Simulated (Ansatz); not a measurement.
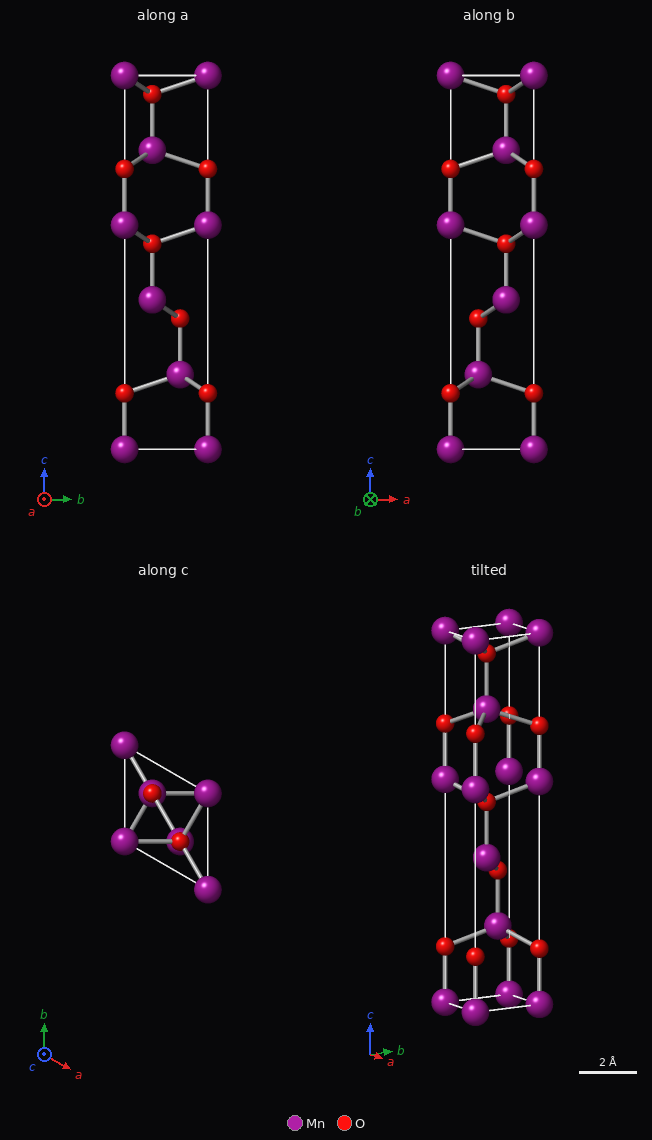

The image is a ball-and-stick drawing of a crystal, viewed along the a axis, along the b axis, along the c axis and slightly off an axis. Atoms at the boundary of the conventional unit cell (the box) are drawn once for each face, edge or corner they touch.

Lattice parameters: a = 3.426 Å, b = 3.426 Å, c = 13.308 Å, α = 90.00°, β = 90.00°, γ = 120.00°.

> From the views, write a table of Wyckoff sites, with free fractional coordinates to two decimals.

Space group P3m1 (No. 156).
```tsv
atom	site	x	y	z
Mn	1a	0.00	0.00	0.00
O	1a	0.00	0.00	0.15
Mn	1b	0.3333	0.6667	0.20
O	1b	0.3333	0.6667	0.35
Mn	1c	0.6667	0.3333	0.40
O	1c	0.6667	0.3333	0.55
Mn	1a	0.00	0.00	0.60
O	1a	0.00	0.00	0.75
Mn	1c	0.6667	0.3333	0.80
O	1c	0.6667	0.3333	0.95
```

Its origin is a structure type filled with these elements by a generator (whether the compound takes this form wasn't checked). Earlier steps of the study may have refined or changed the cell and positions. It was set up as input for a calculation with Ansatz.
